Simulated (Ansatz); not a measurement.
System: CuO₃, space group Pm-3m (No. 221) (one of a set of cubic test structures, which need not be the stable phase).

Computed with Ansatz 0.2.0 development build: equation of state of a cubic crystal from periodic Kohn-Sham density functional theory without spin, third-order Birch-Murnaghan fit to the free energies; pressure corrected for the finite basis. Level: PBE.

structure type ReO3; atoms in cell 4; space group number 221; lattice centring simple cubic; k mesh 29×29×29; occupation method Fermi–Dirac; occupation width 0.06123 eV; wave cutoff 420 eV; datasets soft-1 PAW; density tolerance 1e−07 eV; bands 23; density cutoff ratio 4; search for lower states default.

Describe the result: the energy above the lowest point and pressure against volume. The volume takes the values 12.22, 12.48, 12.74, 13.00, 13.26, 13.52, 13.78 Å³/atom.

A third-order Birch–Murnaghan fit gives V0 = 13.02 Å³/atom, B0 = 105 GPa and B′ = 4.7. The energy above the lowest point is 18.0 meV/atom at volume 12.22 Å³/atom and 13.1 meV/atom at 13.78 Å³/atom; the lowest computed point is at volume 13.00 Å³/atom (0.0 meV/atom), and no other minimum shows. The pressure falls from 7.7 GPa at volume 12.22 Å³/atom to −5.2 GPa at 13.78 Å³/atom, and changes sign near 13.02 Å³/atom.

```json
{"volume (Å³/atom)": "12.22", "energy above the lowest point (meV/atom)": "18.0", "pressure (GPa)": "7.7"}
{"volume (Å³/atom)": "12.48", "energy above the lowest point (meV/atom)": "7.9", "pressure (GPa)": "4.9"}
{"volume (Å³/atom)": "12.74", "energy above the lowest point (meV/atom)": "2.0", "pressure (GPa)": "2.4"}
{"volume (Å³/atom)": "13.00", "energy above the lowest point (meV/atom)": "0.0", "pressure (GPa)": "0.1"}
{"volume (Å³/atom)": "13.26", "energy above the lowest point (meV/atom)": "1.4", "pressure (GPa)": "-1.8"}
{"volume (Å³/atom)": "13.52", "energy above the lowest point (meV/atom)": "5.9", "pressure (GPa)": "-3.6"}
{"volume (Å³/atom)": "13.78", "energy above the lowest point (meV/atom)": "13.1", "pressure (GPa)": "-5.2"}
```

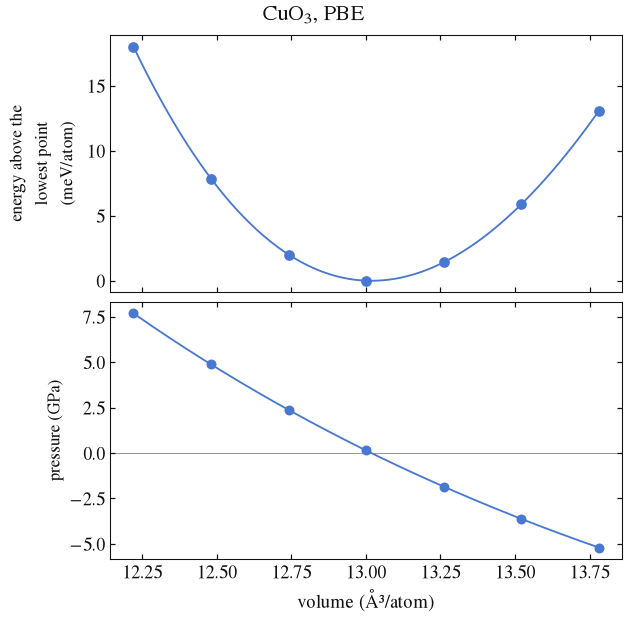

Caveats: cubic model structure, not the ambient form; no spin polarisation, a magnetic state may lie lower.
